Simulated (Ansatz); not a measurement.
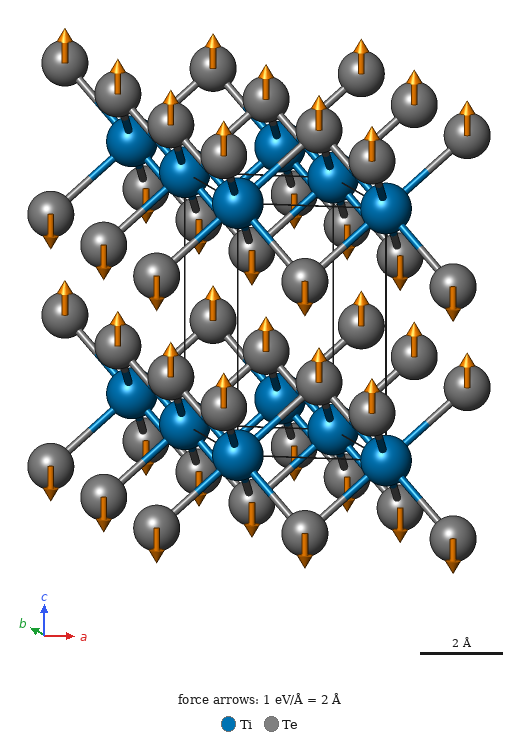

A changed version of crystalline TiTe₂ (set up in P-3m1), with the computed forces as orange arrows. Besides, all lengths are scaled by −2.0 % (volume −6.0 %). The picture is a ball-and-stick view of the cell of the calculation, repeated 1 × 2 × 1 with one cell outlined, seen slightly off an axis.

All numbers below come from DFT, PBEsol, all-electron PAW with datasets made for the crystal, scalar-relativistic (Ansatz 0.2.0). Settings: plane-wave cutoff 240 eV; k-point mesh 13 × 13 × 7; occupations fermi dirac; smearing width 0.03 eV; no spin polarisation.

> Where do the forces point?

The atoms keep their fractional coordinates. No relaxation follows. It lowers the energy by 2.6 meV per atom. Pressure: −2.3 GPa before, 2.0 GPa after. The principal stresses (compression positive) are 3.0 GPa along c and 1.4 GPa across it. The largest forces, 0.45 eV/Å, act on 2 Te atoms of the calculation's cell. Some distances before and after: Te–Ti 2.770 → 2.713 Å. The space group stays P-3m1 (No. 164).

Limits of the set-up: layers or molecules are held without a dispersion correction, so their spacing is unreliable.
